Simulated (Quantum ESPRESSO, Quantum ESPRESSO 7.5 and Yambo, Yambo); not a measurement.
**A GW chain in Yambo: CdS (Hawleyite)**

Aim: the G0W0 gap of CdS (Hawleyite) on PBE, step by step.

Program: Quantum ESPRESSO 7.5 and Yambo 5.3.0. Level of theory: PBE and many-body steps on it, plane waves. Results are calculated unless marked as measured.

**The experiments to reproduce.**

- Gap 2.42 eV: optical gap from inflexion point of photoacoustic spectrum, as-grown film; photoacoustic spectroscopy; film (as-grown chemical bath deposited film, about 0.25 um thick, deposited at 80 C) (“Study of the band--gap shift in CdS films: Influence of thermal annealing in different atmospheres”, 1995, arxiv:cond-mat/9501125).

This is a report of a sequence of runs, with most program output left out.

**1. Set-up**

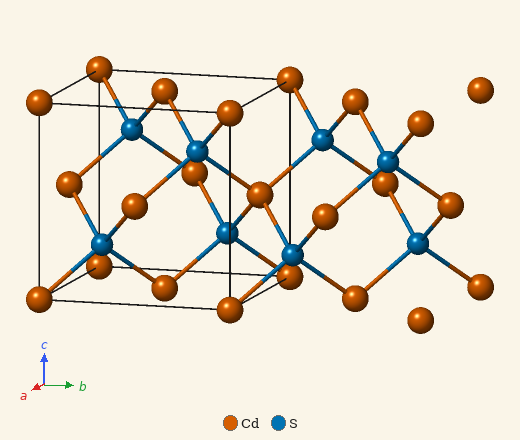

The starting structure, seen slightly off an axis (cadmium orange, sulfur blue). 1×2×1 cells are drawn. This picture shows the conventional cell, with its axes. Bonds to atoms that aren't drawn are left out. Some periodic images of atoms are drawn too.

Coordinates:

```cif
data_structure
_symmetry_space_group_name_H-M 'F-43m'
_symmetry_Int_Tables_number 216
_cell_length_a 5.8330
_cell_length_b 5.8330
_cell_length_c 5.8330
_cell_angle_alpha 90.000
_cell_angle_beta 90.000
_cell_angle_gamma 90.000
_cell_volume 198.46
loop_
_atom_site_label
_atom_site_type_symbol
_atom_site_symmetry_multiplicity
_atom_site_Wyckoff_symbol
_atom_site_fract_x
_atom_site_fract_y
_atom_site_fract_z
_atom_site_occupancy
Cd1 Cd 4 a 0.00000 0.00000 0.00000 1
S1 S 4 d 0.25000 0.25000 0.75000 1
```

The cell and positions come from the Crystallography Open Database and are kept as given unless a step says otherwise.

**2. Ground state**

This step: Quantum ESPRESSO 7.5; DFT, PBE, plane waves, norm-conserving pseudopotentials.

The ground-state density comes first.

The input, pw.in:

```
&control
  calculation = 'scf'
  prefix = 'x'
  outdir = 'o'
  pseudo_dir = 'pseudo'
/
&system
  ibrav = 0
  nat = 2
  ntyp = 2
  ecutwfc = 94.0
  nbnd = 18
  force_symmorphic = .true.
/
&electrons
  conv_thr = 1e-10
  electron_maxstep = 80
  mixing_beta = 0.5
/
ATOMIC_SPECIES
  Cd 112.41 Cd.upf
  S 32.06 S.upf
CELL_PARAMETERS angstrom
  -0.0000000000 2.9165000000 2.9165000000
  2.9165000000 -0.0000000000 2.9165000000
  2.9165000000 2.9165000000 -0.0000000000
ATOMIC_POSITIONS crystal
  Cd 0.0000000000 0.0000000000 0.0000000000
  S 0.2500000000 0.2500000000 0.2500000000
K_POINTS automatic
  6 6 6 0 0 0
```

Run with:

```sh
> OMP_NUM_THREADS=1 mpirun -n 4 pw.x -nk 4 -in pw.in > pw.out
```

It took 9 s on 4 MPI ranks of Arm Neoverse V1, shared host; peak memory 0.29 GiB.

This step gave:

```yaml
total_energy: -5072.6642 eV
gap: 1.145 eV
k_of_the_valence_top: 0, 0, 0
k_of_the_conduction_bottom: 0, 0, 0
least_direct_gap: 1.145 eV
```

The gap is direct, at Γ.

**3. Bands along the symmetry lines**

Levels along a band path, at the cheap level, show where the edges lie and whether the meshes to come will hold them.

The input, pw.in:

```
&control
  calculation = 'bands'
  prefix = 'x'
  outdir = 'o'
  pseudo_dir = 'pseudo'
/
&system
  ibrav = 0
  nat = 2
  ntyp = 2
  ecutwfc = 94.0
  nbnd = 19
  force_symmorphic = .true.
/
&electrons
  conv_thr = 1e-9
  electron_maxstep = 80
  diago_full_acc = .true.
  diago_thr_init = 5e-6
/
ATOMIC_SPECIES
  Cd 112.41 Cd.upf
  S 32.06 S.upf
CELL_PARAMETERS angstrom
  -0.0000000000 2.9165000000 2.9165000000
  2.9165000000 -0.0000000000 2.9165000000
  2.9165000000 2.9165000000 -0.0000000000
ATOMIC_POSITIONS crystal
  Cd 0.0000000000 0.0000000000 0.0000000000
  S 0.2500000000 0.2500000000 0.2500000000
K_POINTS crystal
  50
  0.00000000 0.00000000 0.00000000 1
  -0.06250000 -0.06250000 0.00000000 1
  -0.12500000 -0.12500000 0.00000000 1
  -0.18750000 -0.18750000 0.00000000 1
  -0.25000000 -0.25000000 0.00000000 1
  -0.31250000 -0.31250000 0.00000000 1
  -0.37500000 -0.37500000 0.00000000 1
  -0.43750000 -0.43750000 0.00000000 1
  -0.50000000 -0.50000000 0.00000000 1
  -0.48437500 -0.48437500 0.03125000 1
  -0.46875000 -0.46875000 0.06250000 1
  -0.45312500 -0.45312500 0.09375000 1
  -0.43750000 -0.43750000 0.12500000 1
  -0.42187500 -0.42187500 0.15625000 1
  -0.40625000 -0.40625000 0.18750000 1
  -0.39062500 -0.39062500 0.21875000 1
  -0.37500000 -0.37500000 0.25000000 1
  -0.37500000 0.00000000 0.37500000 1
  -0.32812500 0.00000000 0.32812500 1
  -0.28125000 0.00000000 0.28125000 1
  -0.23437500 0.00000000 0.23437500 1
  -0.18750000 0.00000000 0.18750000 1
  -0.14062500 0.00000000 0.14062500 1
  -0.09375000 0.00000000 0.09375000 1
  -0.04687500 0.00000000 0.04687500 1
  0.00000000 0.00000000 0.00000000 1
  0.00000000 0.00000000 0.06250000 1
  0.00000000 0.00000000 0.12500000 1
  0.00000000 0.00000000 0.18750000 1
  0.00000000 0.00000000 0.25000000 1
  0.00000000 0.00000000 0.31250000 1
  0.00000000 0.00000000 0.37500000 1
  0.00000000 0.00000000 0.43750000 1
  0.00000000 0.00000000 0.50000000 1
  -0.06250000 -0.03125000 0.46875000 1
  -0.12500000 -0.06250000 0.43750000 1
  -0.18750000 -0.09375000 0.40625000 1
  -0.25000000 -0.12500000 0.37500000 1
  -0.31250000 -0.15625000 0.34375000 1
  -0.37500000 -0.18750000 0.31250000 1
  -0.43750000 -0.21875000 0.28125000 1
  -0.50000000 -0.25000000 0.25000000 1
  -0.50000000 -0.28125000 0.21875000 1
  -0.50000000 -0.31250000 0.18750000 1
  -0.50000000 -0.34375000 0.15625000 1
  -0.50000000 -0.37500000 0.12500000 1
  -0.50000000 -0.40625000 0.09375000 1
  -0.50000000 -0.43750000 0.06250000 1
  -0.50000000 -0.46875000 0.03125000 1
  -0.50000000 -0.50000000 0.00000000 1
```

Elapsed: 7.8 s, on 4 MPI ranks; peak memory 0.25 GiB.

Numbers from this step:

| Quantity | Value |
| --- | --- |
| gap | 1.145 eV |
| k of the valence top | 0, 0, 0 |
| k of the conduction bottom | 0, 0, 0 |
| least direct gap | 1.145 eV |

The gap is 1.145 eV, as in the run before at this level.

The electronic bands at the labelled points (eV, zero at the top of the highest filled band):

```tsv
point	band 10	band 11	band 12	band 13	band 14	band 15	band 16	band 17
Γ	-7.24	0.00	0.00	0.00	1.14	6.53	6.53	6.53
X	-6.80	-3.95	-1.88	-1.88	3.56	4.35	9.20	10.77
U	-6.67	-3.93	-2.53	-1.52	4.24	5.45	8.48	9.01
jump to K	-6.67	-3.93	-2.53	-1.52	4.24	5.45	8.48	9.01
Γ	-7.24	0.00	0.00	0.00	1.14	6.53	6.53	6.53
L	-6.86	-4.39	-0.75	-0.75	3.01	7.00	7.00	7.46
W	-6.61	-3.89	-2.26	-2.18	5.42	5.43	7.23	8.04
X	-6.80	-3.95	-1.88	-1.88	3.56	4.35	9.20	10.77
```

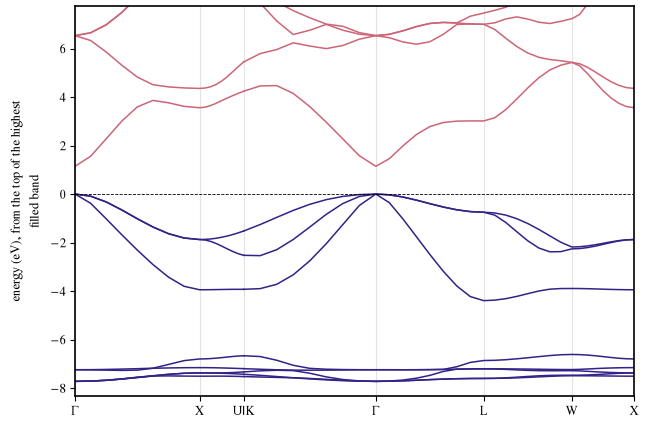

Electronic bands along the path; lines of filled and empty bands in two colours.

**4. Empty states on the mesh, 4×4×4 mesh, 142 bands**

The sums over transitions need many empty states on a uniform mesh; this step solves for them.

The input, pw.in:

```
&control
  calculation = 'nscf'
  prefix = 'x'
  outdir = 'o'
  pseudo_dir = 'pseudo'
/
&system
  ibrav = 0
  nat = 2
  ntyp = 2
  ecutwfc = 94.0
  nbnd = 142
  force_symmorphic = .true.
/
&electrons
  conv_thr = 1e-9
  electron_maxstep = 80
  diago_full_acc = .true.
  diago_thr_init = 5e-6
/
ATOMIC_SPECIES
  Cd 112.41 Cd.upf
  S 32.06 S.upf
CELL_PARAMETERS angstrom
  -0.0000000000 2.9165000000 2.9165000000
  2.9165000000 -0.0000000000 2.9165000000
  2.9165000000 2.9165000000 -0.0000000000
ATOMIC_POSITIONS crystal
  Cd 0.0000000000 0.0000000000 0.0000000000
  S 0.2500000000 0.2500000000 0.2500000000
K_POINTS automatic
  4 4 4 0 0 0
```

Run time: 15 s. Hardware: 4 MPI ranks; peak memory 0.46 GiB.

This step gave:

```
gap                                                           : 1.145 eV
k of the valence top                                          : 0, 0, 0
k of the conduction bottom                                    : 0, 0, 0
least direct gap                                              : 1.145 eV
k points computed                                             : 8
lowest point of the top converged band, above the valence top : 98.3047 eV
```

On this mesh the gap is 1.145 eV.

**5. Conversion and set-up**

This step: Yambo 5.3.0; conversion and set-up on PBE, plane waves, norm-conserving pseudopotentials.

The states are converted to the many-body program's format and the q mesh is built.

Run with:

```sh
> (cd o/x.save; p2y > p2y.log; mv SAVE ../..); yambo > setup.log
```

It took 2.9 s on 1 MPI rank; peak memory 0.25 GiB.

**6. Screening and self-energy, 4×4×4 mesh, 142 bands, screening to 142.9 eV**

Now the one-shot GW correction: screening in the RPA, then the self-energy of the levels asked for.

This step: G0W0 on PBE, plane waves, norm-conserving pseudopotentials.

The input, gw1.in:

```
HF_and_locXC
gw0
dyson
ppa
em1d
rim_cut
RandQpts= 1000000
RandGvec= 1 RL
EXXRLvcs= 94 Ry
VXCRLvcs= 376 Ry
Chimod= "HARTREE"
% BndsRnXp
 1 | 142 |
%
NGsBlkXp= 10.5 Ry
% LongDrXp
 1 | 1 | 1 |
%
% GbndRnge
 1 | 142 |
%
DysSolver= "n"
ExtendOut
PPAPntXp= 27.21138 eV
% QPkrange
 1 | 1 | 12 | 15 |
%
```

Run with:

```sh
> OMP_NUM_THREADS=1 mpirun -n 4 yambo -F gw1.in -J gw1 -C gw1 > gw1.log
```

Wall time 72 s (4 MPI ranks); peak memory 1.8 GiB; 4.7 min of CPU time.

Numbers from this step:

* G0W0 gap on the points computed: 2.136 eV
* starting gap on the mesh: 1.145 eV
* k of the valence top: 0, 0, 0
* k of the conduction bottom: 0, 0, 0
* least direct G0W0 gap on the computed points: 2.136 eV
* Z at the valence top: 0.7869
* Z at the conduction bottom: 0.8161

The gap on the mesh goes from 1.14 eV to 2.14 eV, a correction of +0.99 eV.

Limits: finite bands, cutoff and mesh; no spin-orbit coupling; coarse k mesh. v1 is the top filled band, c1 the lowest empty one. Levels before and after the correction, in eV, zero at the valence-band top of each column:

```tsv
	conduction bottom	valence top
Kohn-Sham	1.14	0.00
G0W0	2.14	0.00
```

```tsv
	level	energy (eV)
Kohn-Sham	Γ v2-v1	0.000
Kohn-Sham	Γ c1	1.145
Kohn-Sham	Γ c2	6.531
G0W0	Γ v2-v1	0.000
G0W0	Γ c1	2.136
G0W0	Γ c2	7.748
```

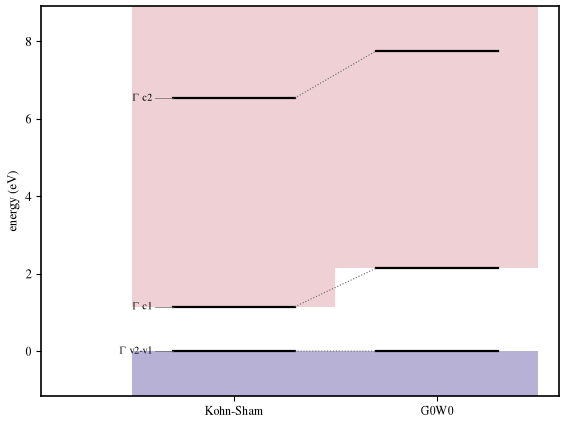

Levels before and after the correction. Shaded: valence and conduction bands.

**7. Where the time went**

Times are wall times on the hardware named with each run, good to a factor of about two.

```tsv
step	time	share	memory (GiB)
ground state	9 s	8 %	0.29
bands along the symmetry lines	7.8 s	7 %	0.25
empty states on the mesh	15 s	14 %	0.46
conversion and set-up	2.9 s	3 %	0.25
screening and self-energy	72 s	67 %	1.8
```

**8. Summary of results**

* PBE gap: 1.14 eV, direct
* G0W0 gap on the mesh: 2.14 eV
* GW settings: 4×4×4 mesh, 142 bands, screening to 142.9 eV, Godby-Needs plasmon pole
* known limits: not at the basis limit; no spin-orbit coupling; coarse k mesh

G0W0 moves the gap on the mesh from 1.14 eV to 2.14 eV (+0.99 eV), with Z of 0.79 and 0.82 at the edges. Only 1 of the mesh's irreducible points was corrected, so a valley elsewhere could overtake. The dearest step here is «screening and self-energy». Against experiment, by G0W0@PBE: the gap of 2.14 eV lies −0.28 eV from the measured 2.42 eV (optical, 1995). An exciton line or allowed optical edge lies below the quasiparticle gap by the binding energy; a forbidden edge can push the onset above it. The calculation has static nuclei and no excitons; a measured gap holds zero-point and thermal motion, which mostly lowers it. Bands and cutoff are finite, so the gap is not at the basis limit. The miss can reach some tenths of an eV and take either sign; the mesh is an error of its own. In the G0W0 run levels were corrected at 1 k point alone, so a gap called «on the mesh» is the least over those, and an edge elsewhere would be missed. The 4×4×4 mesh is coarse for this cell, which bears on the long-range parts of exchange and screening. The many-body steps are scalar-relativistic: spin-orbit coupling is not in them.

[Paths, hosts, dates, memory and timing lines, banners, echoed tables and standing remarks are left out of the program output.]

[Logs are printed without paths, hosts, clocks, repeated set-up lines and the standing remarks that a program may print on its own settings, such as how far it seeks lower states.]

[Runs of the session that timed out or met a known fault of the program may be left out.]

[Hosts, paths, dates, database ids (printed as entryN), source tags and the programs' standing remarks are cut or masked in the printed files.]
